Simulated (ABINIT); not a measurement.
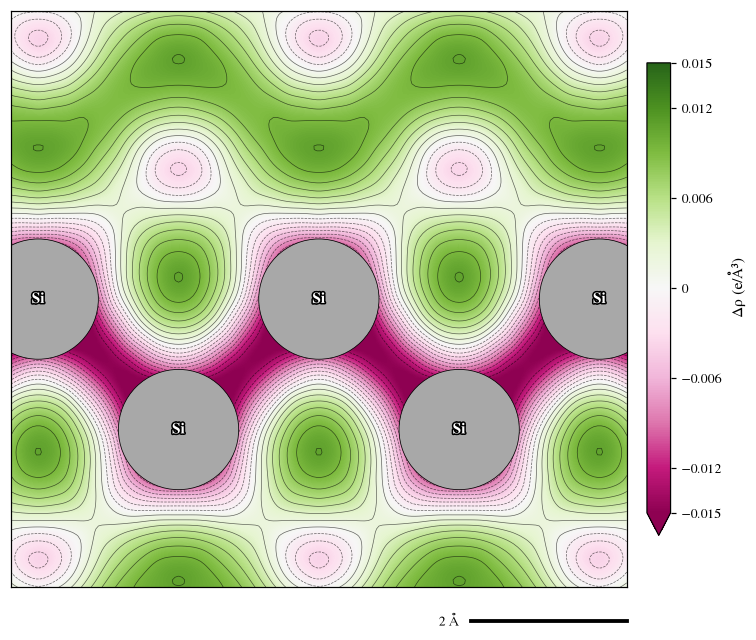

Si. Difference of the valence pseudo-densities of two functionals at the same geometry, on the (110) plane of the calculation cell: WC less BLYP.

Space group I4₁/amd; a structure from a database of computed crystals, not necessarily the ambient phase.

Both computed with ABINIT (plane waves, PAW), on the same k-point mesh. Grey discs cover the atomic cores.

**What does the difference map show?**

Against BLYP, WC gives less density around Si (−0.006 e/Å³ on average at 0.9 Å from the nucleus), more density in the space between the atoms (+0.007 e/Å³ on average) and a change of −0.015 e/Å³ at the midpoint of Si–Si.
